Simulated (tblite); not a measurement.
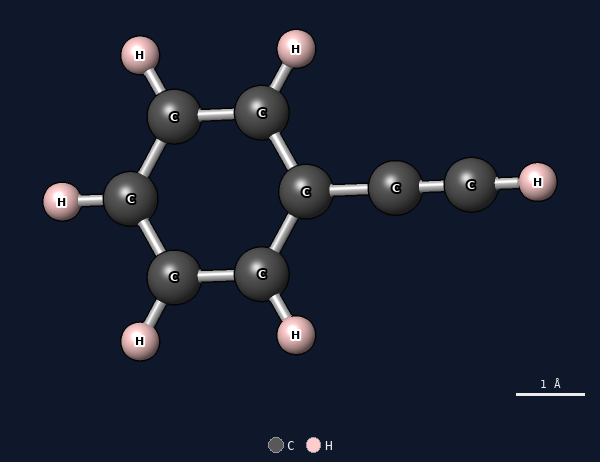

Figure 1. The starting structure (ball-and-stick view, seen at a tilt).

## Molecular dynamics, with input and output: C$_{8}$H$_{6}$ (part 1 of 2)

System: C$_{8}$H$_{6}$, SMILES C#Cc1ccccc1.
Method: GFN2-xTB Langevin dynamics, gas phase (tblite 0.8.0).

Some settings of this run were made unusual or wrong on purpose.

**Input file**
```
{"job": {"dt": 1.5, "steps": 8000, "equilibration": 400, "friction": 0.005, "h_mass": 4.0, "temperature": 450, "xc": "GFN2-xTB", "basis": "xTB", "kind": "md"}, "charge": 0, "multiplicity": 1}
C      3.322139    -0.242529     0.153307
C      2.126252    -0.156004     0.094500
C      0.715434    -0.052902     0.026749
C      0.114167     1.178791    -0.231260
C     -1.262794     1.274243    -0.294793
C     -2.050092     0.149763    -0.104349
C     -1.456201    -1.075903     0.151705
C     -0.080201    -1.182146     0.218843
H      4.367208    -0.318288     0.204902
H      0.734074     2.051234    -0.379586
H     -1.725879     2.230020    -0.493239
H     -3.126112     0.228747    -0.155231
H     -2.069970    -1.952618     0.299953
H      0.389262    -2.134299     0.419833
```

The first line tells a small driver script what to run in tblite; the rest is the geometry in Å.

Launched with:
```bash
OMP_NUM_THREADS=1 python <driver script> task.json out
```

**Output**
```
t/fs     T/K   E - E0/eV
     0.0    555.1    -0.0000
   525.0    441.3     1.1033
  1050.0    284.3     0.7135
  1575.0    437.3     0.7132
  2100.0    409.2     0.7953
  2625.0    494.3     0.7296
  3150.0    453.3     0.9080
  3675.0    420.4     0.7874
  4200.0    519.2     0.5145
  4725.0    367.4     0.7903
  5250.0    356.8     0.6059
  5775.0    532.2     0.6605
  6300.0    418.3     0.5885
  6825.0    362.2     0.4669
  7350.0    376.5     0.7914
  7875.0    398.7     0.7168
  8400.0    388.7     0.4835
  8925.0    512.1     0.6361
  9450.0    582.8     0.8349
  9975.0    530.3     0.6220
 10500.0    678.4     0.8318
 11025.0    390.0     0.6564
 11550.0    612.8     0.7177
 12075.0    333.0     0.6682
 12600.0    381.6     0.5846
```

**Trajectory as extended XYZ (Å, eV, eV/Å), 25 frames, from step=0 to step=8400**
```
14
Properties=species:S:1:pos:R:3:forces:R:3 step=0 time_fs=0.0 energy=-546.89025 temperature=555.1
C     3.3221   -0.2425    0.1533    0.0010   0.0000   0.0000
C     2.1263   -0.1560    0.0945   -0.0010   0.0010   0.0020
C     0.7154   -0.0529    0.0267    0.0000   0.0000   0.0010
C     0.1142    1.1788   -0.2313    0.0000  -0.0010   0.0000
C    -1.2628    1.2742   -0.2948    0.0000   0.0000   0.0010
C    -2.0501    0.1498   -0.1043    0.0000   0.0010   0.0000
C    -1.4562   -1.0759    0.1517    0.0000   0.0000   0.0010
C    -0.0802   -1.1821    0.2188    0.0000   0.0010   0.0000
H     4.3672   -0.3183    0.2049    0.0000   0.0000  -0.0010
H     0.7341    2.0512   -0.3796   -0.0020  -0.0010   0.0010
H    -1.7259    2.2300   -0.4932    0.0010   0.0000  -0.0020
H    -3.1261    0.2287   -0.1552    0.0010  -0.0010   0.0000
H    -2.0700   -1.9526    0.3000    0.0000   0.0000   0.0010
H     0.3893   -2.1343    0.4198    0.0000   0.0010  -0.0030
14
Properties=species:S:1:pos:R:3:forces:R:3 step=350 time_fs=525.0 energy=-545.78699 temperature=441.3
C     2.2184   -1.2264    1.3594   -2.6710   0.5670  -2.4160
C     1.3161   -1.0694    0.5609    0.4970   0.7990   0.8240
C     0.1243   -0.4626    0.0146    1.9630  -1.0620   1.8510
C    -0.0143   -0.0685   -1.2627   -1.7510   0.7120  -1.6040
C    -1.2196    0.4859   -1.7157   -1.7730   0.0440   3.1640
C    -2.3284    0.5323   -0.7849    3.1350  -1.4800   1.1400
C    -2.0848    0.0988    0.5680   -2.1540   0.2270  -1.6220
C    -0.8530   -0.2594    0.9676    0.6710  -0.5920   2.8600
H     2.8646   -1.4583    2.0804    1.9050  -0.7470   1.5130
H     0.7414   -0.2501   -1.9670    0.9560  -0.0650  -0.7430
H    -1.2984    0.9817   -2.6345   -0.1490   0.1290  -1.1540
H    -3.3489    0.7206   -0.8963   -0.9280   0.6640  -1.1920
H    -2.9487   -0.1168    1.2312    0.6030   0.8200  -0.4080
H    -0.6407   -0.4286    2.1063   -0.3050  -0.0160  -2.2120
14
Properties=species:S:1:pos:R:3:forces:R:3 step=700 time_fs=1050.0 energy=-546.17671 temperature=284.3
C     1.2042   -1.4525    2.6601   -2.9510   1.6510  -1.9890
C     0.4372   -0.8390    1.8991    1.7030  -0.7740   1.8290
C    -0.2940    0.0812    1.0363    1.0480  -1.3940   2.1470
C     0.0825    0.1818   -0.2692   -0.6050   0.5310  -2.7330
C    -0.6112    1.0466   -1.1356   -1.3220   0.6890   1.1660
C    -1.6954    1.8373   -0.6014    1.8190   0.5060  -1.2800
C    -2.0250    1.7066    0.7287    1.3720  -0.3070  -0.3750
C    -1.3017    0.8512    1.5723   -1.5870   1.1200  -0.1820
H     1.4256   -2.1030    3.4590    0.4360   0.0450  -0.2670
H     0.8632   -0.4535   -0.6870   -0.1120   0.2360   0.2470
H    -0.3891    1.1542   -2.1900    0.2410  -0.1130   0.2380
H    -2.0763    2.7772   -1.1342    0.3190  -1.8780   0.3140
H    -2.7013    2.4372    1.0643   -0.9050   0.3110   0.8880
H    -1.6324    0.9202    2.6043    0.5450  -0.6230  -0.0030
14
Properties=species:S:1:pos:R:3:forces:R:3 step=1050 time_fs=1575.0 energy=-546.17701 temperature=437.3
C     1.9153    1.0697    2.1546   -1.2760   0.2120  -1.5150
C     0.9177    1.2014    1.4447    2.7500  -0.6000   2.0620
C    -0.2874    1.4326    0.7764   -1.1410   0.9330   1.1250
C    -0.3820    1.1160   -0.5863    1.2280  -0.7530   0.5670
C    -1.4719    1.5376   -1.2885   -0.5440   0.7390   1.8250
C    -2.5159    2.2070   -0.6209    0.6840  -1.1210  -0.2910
C    -2.4854    2.3802    0.7603   -0.0800  -0.4050   0.8440
C    -1.3525    2.0598    1.5563   -0.0210  -1.1230  -6.0210
H     2.9038    0.9659    2.5687   -0.9670   0.0680  -0.2310
H     0.4131    0.4390   -1.0334   -0.9560   1.1540   0.4880
H    -1.5304    1.3159   -2.2924   -0.3160  -0.3130  -1.9180
H    -3.3986    2.3254   -1.2374   -0.0920   0.5210   0.4610
H    -3.4534    2.6358    1.2175    0.7000   0.2780   0.0410
H    -1.2572    2.0940    2.5610    0.0320   0.4100   2.5620
14
Properties=species:S:1:pos:R:3:forces:R:3 step=1400 time_fs=2100.0 energy=-546.09490 temperature=409.2
C     2.8031    0.7472    0.9815   -5.2960   2.9300   0.4360
C     1.7461    1.3751    1.0912    1.1290  -1.1900   0.0940
C     0.4050    1.9389    0.9695    0.6930   1.1710   0.6130
C    -0.1791    1.7074   -0.2649   -0.5440   0.1970   0.4190
C    -1.2473    2.4601   -0.7120    0.2430  -0.5560   0.0380
C    -1.7734    3.4369    0.0840    0.7650  -0.5300   1.2760
C    -1.4106    3.5105    1.4407    1.1190   0.0730  -1.1810
C    -0.2483    2.8924    1.8462    0.9440  -1.7720  -0.4010
H     3.7029    0.3339    0.9753    2.4900  -1.1390  -0.0230
H     0.2279    0.9707   -0.8915    0.5080  -0.8050  -0.7040
H    -1.6764    2.2512   -1.6695    0.0820   0.1650  -0.4820
H    -2.2615    4.2262   -0.3715   -1.6940   1.0390  -0.4550
H    -1.9132    4.2171    2.0488   -0.2020   0.4400   0.5690
H     0.1843    3.0495    2.8327   -0.2370  -0.0230  -0.1990
14
Properties=species:S:1:pos:R:3:forces:R:3 step=1750 time_fs=2625.0 energy=-546.16067 temperature=494.3
C     3.0373    0.8249    2.2400   -0.4120   1.9330  -1.0930
C     2.3440    1.5868    1.5704    0.5890  -0.9390   1.3040
C     1.1954    2.1792    0.9859   -2.0450  -0.5350  -0.0100
C     0.1386    1.2920    0.5940    1.8430  -0.9980   0.8900
C    -0.9931    1.7786    0.0322   -0.0190  -0.6670   0.4440
C    -1.1855    3.1253    0.0424   -2.1660   0.2560  -1.3620
C    -0.2497    4.0462    0.3765   -0.5770   1.9420   0.6510
C     0.8879    3.5660    0.9467    2.3880  -1.3910  -0.4190
H     3.9379    0.6016    2.7519   -0.3680  -0.3970  -0.1460
H     0.1653    0.1998    0.8092    0.5800   0.8800  -0.3920
H    -1.7425    1.0859   -0.3008   -0.3180   0.0340  -0.0330
H    -2.1744    3.3792   -0.2883   -0.2700   0.7760  -0.2920
H    -0.5133    5.1551    0.3329    0.5970  -1.5770   0.1160
H     1.7302    4.1785    1.1813    0.1790   0.6850   0.3420
14
Properties=species:S:1:pos:R:3:forces:R:3 step=2100 time_fs=3150.0 energy=-545.98227 temperature=453.3
C     2.9165    1.5139    2.3687   -0.1330  -0.0300   0.3640
C     1.8753    1.9586    1.9778    0.9200  -0.5660   0.6530
C     0.7401    2.6659    1.6407   -0.2560  -0.2200   0.7740
C    -0.4894    2.3587    2.1772   -1.1940  -1.8720   0.2000
C    -1.6392    2.9638    1.6870   -0.4130  -2.1190   1.9830
C    -1.5537    4.1652    1.1005   -0.4090   0.4380  -1.8850
C    -0.3292    4.5748    0.6732    2.1520  -0.2000   1.3050
C     0.8645    3.8325    1.0029   -1.8350   3.7810  -2.9690
H     3.6699    1.1463    2.9777    0.6620  -0.3770  -0.1010
H    -0.4928    1.4892    2.8522   -0.4580   0.2740  -0.4700
H    -2.6375    2.5578    1.8275    0.2690  -0.1850   0.5690
H    -2.4606    4.5842    0.7068   -0.1120   0.5920   0.0980
H    -0.2936    5.5672    0.3244    0.5780   0.8140  -0.8240
H     1.7546    4.2330    0.5354    0.2280  -0.3300   0.3030
14
Properties=species:S:1:pos:R:3:forces:R:3 step=2450 time_fs=3675.0 energy=-546.10285 temperature=420.4
C     2.0338    1.2820    2.9639    0.0790   1.2870  -0.2240
C     1.1130    2.0707    2.8047    2.5030  -1.8280   0.4120
C    -0.1243    2.6784    2.7558   -2.2740   0.1740  -0.1550
C    -0.8141    2.8745    3.9707   -2.8420   0.4800  -1.3820
C    -2.2083    3.3217    3.9762    2.2340   0.7530   0.2540
C    -2.8151    3.6139    2.7928    1.0550  -0.8560  -2.2190
C    -2.1101    3.3220    1.5655    0.6270   0.2000   0.5180
C    -0.7791    2.9004    1.4870   -1.0020   0.7080   3.0650
H     3.0538    0.9275    3.0434   -1.1400   0.0910  -0.0960
H    -0.4688    2.5376    4.9054    0.8730  -0.0620   0.6880
H    -2.7197    3.7475    4.8580    0.6340  -0.9780  -0.1360
H    -3.8271    3.9837    2.7865    0.0050   0.0180  -0.2830
H    -2.4998    3.4854    0.5824   -0.9110   0.2550  -0.0840
H    -0.2491    2.8345    0.5692    0.1600  -0.2420  -0.3580
14
Properties=species:S:1:pos:R:3:forces:R:3 step=2800 time_fs=4200.0 energy=-546.37571 temperature=519.2
C     2.5428    0.5681    3.0018    0.5430  -0.1560   0.0190
C     1.4016    0.8398    3.2019   -0.1030  -0.1490  -0.6570
C     0.0716    1.2143    3.1346   -1.0200   0.5030   0.7650
C    -0.6661    1.0414    4.3114   -0.9950   1.2550   0.4980
C    -1.9446    1.6415    4.4278    1.5090  -1.1110   0.0490
C    -2.4951    2.2184    3.2882   -2.0040   0.2560   2.1630
C    -1.7959    2.3054    2.1513    1.0240   0.8300  -3.7350
C    -0.4886    1.8919    2.0446    0.5890  -1.5550   0.0920
H     3.5367    0.3199    3.0177    1.0590  -0.2590  -0.0050
H    -0.1985    0.6016    5.2000   -0.2200   0.0590  -0.5320
H    -2.3937    1.5687    5.4232   -0.2920   0.1860  -0.7210
H    -3.5237    2.6012    3.3442    0.4560  -0.0800  -0.0410
H    -2.1132    2.7359    1.1509   -0.5220  -0.2910   1.5660
H     0.0103    1.8197    1.0725   -0.0230   0.5110   0.5390
14
Properties=species:S:1:pos:R:3:forces:R:3 step=3150 time_fs=4725.0 energy=-546.09990 temperature=367.4
C     4.4341    1.4739    2.0760   -1.9720  -0.9070  -0.2330
C     3.3016    1.0076    2.0337    2.8010   1.8160   0.3440
C     1.9459    0.8603    2.2706   -1.2300  -1.8900   1.6380
C     1.4915    0.1815    3.4844    3.5380   1.1020  -1.6380
C     0.2285   -0.1872    3.6199   -2.6970  -1.0720   2.0130
C    -0.7932    0.1977    2.7038   -0.0160  -2.1100   0.8540
C    -0.3813    0.8896    1.6151    0.3150   1.0990  -0.4160
C     0.9658    1.1818    1.3847   -0.9060   0.6360   0.1120
H     5.4254    1.7921    1.9794    0.2010  -0.1260  -0.0400
H     2.3228   -0.0479    4.1678   -0.7610  -0.0530  -0.0540
H    -0.0113   -0.7372    4.6085   -0.0380   0.7440  -1.7260
H    -1.7787   -0.3277    2.7512    0.7580   1.0580   0.2200
H    -1.0248    1.4301    0.9460   -0.6560  -0.5240  -0.2310
H     1.1182    1.8273    0.5606    0.6610   0.2270  -0.8430
14
Properties=species:S:1:pos:R:3:forces:R:3 step=3500 time_fs=5250.0 energy=-546.28435 temperature=356.8
C     4.7450    2.9620    2.2355   -0.5890  -0.6550   0.0610
C     3.8094    2.2160    2.2685   -1.3750  -0.7600   0.2720
C     2.6166    1.4543    2.5330   -0.5940   0.6340  -2.0930
C     2.1278    1.3815    3.8086    0.5830   0.3840   1.7410
C     0.9957    0.6232    4.0850    0.4910   0.0630  -0.2810
C     0.3429   -0.0992    3.0844   -0.4460  -0.2400   1.7680
C     0.7853    0.0074    1.8161    0.5270   1.2860  -1.9930
C     1.7785    0.9060    1.5000    1.9600  -0.0350   2.1250
H     5.6941    3.3250    2.2194    1.2390   0.8530  -0.1840
H     2.6861    1.9244    4.6556   -0.9130  -0.9400  -1.2830
H     0.7741    0.6472    5.1228   -0.8780  -0.4520   0.5140
H    -0.4991   -0.7633    3.2236    0.0180   0.1110   0.6450
H     0.3241   -0.4073    0.9382   -0.4760  -0.5150   0.1870
H     2.0847    1.0114    0.5122    0.4520   0.2650  -1.4790
14
Properties=species:S:1:pos:R:3:forces:R:3 step=3850 time_fs=5775.0 energy=-546.22978 temperature=532.2
C     4.0657    4.0918    2.8248   -1.6190  -1.0230   0.6100
C     3.2519    3.1833    2.8225    0.2130   0.6250  -0.3700
C     2.3980    2.0418    2.6045    1.1780   0.2860   0.6040
C     1.6079    1.5447    3.6189   -1.1490  -0.9460   0.1780
C     0.9342    0.3132    3.4349   -0.6280   2.3700   3.4910
C     1.0989   -0.3749    2.3239   -1.6610  -3.1560  -1.9740
C     1.8340    0.0731    1.3004    2.1530   2.9370  -0.7800
C     2.5076    1.2852    1.4583    0.3490   0.1350  -1.0410
H     4.4565    4.9840    3.2179    0.4480  -0.0210  -0.3530
H     1.4028    2.1640    4.4635    0.0380   0.0350   0.5800
H     0.2114   -0.0862    4.1775    0.7290   0.5930  -0.2520
H     0.4880   -1.2550    2.1020    0.2310  -0.0840   0.4670
H     1.9721   -0.3152    0.3475   -0.1870  -1.2800  -1.2070
H     3.0887    1.7441    0.6551   -0.0940  -0.4720   0.0480
14
Properties=species:S:1:pos:R:3:forces:R:3 step=4200 time_fs=6300.0 energy=-546.30171 temperature=418.3
C     3.8312    2.8178    3.0919    0.2930   0.9940   0.3170
C     2.9846    2.2431    2.4740   -0.2630  -0.6890   0.4360
C     2.2220    1.2774    1.8215   -1.1600  -1.2000  -0.9260
C     0.9112    0.8773    2.2035    0.0940  -0.4010  -1.7480
C     0.1546    0.1027    1.2625   -0.4650   0.9090   2.2990
C     0.6381   -0.2799    0.0404    1.0670  -0.7910   0.7070
C     1.9836   -0.0460   -0.2035    1.3840   1.1590   0.0720
C     2.7941    0.7307    0.6432   -1.3970   0.1340   0.3100
H     4.3316    3.6375    3.5014    0.3870   0.0450   0.2320
H     0.5151    1.1675    3.1722   -0.0210  -0.0090  -0.3750
H    -0.8867   -0.2145    1.4984    0.8900   0.4380   0.1380
H     0.0666   -1.0425   -0.4568   -0.0150   0.3470  -0.7740
H     2.4996   -0.2794   -1.1128   -0.2600  -0.6710  -0.4710
H     3.8385    0.9856    0.4463   -0.5340  -0.2650  -0.2190
```
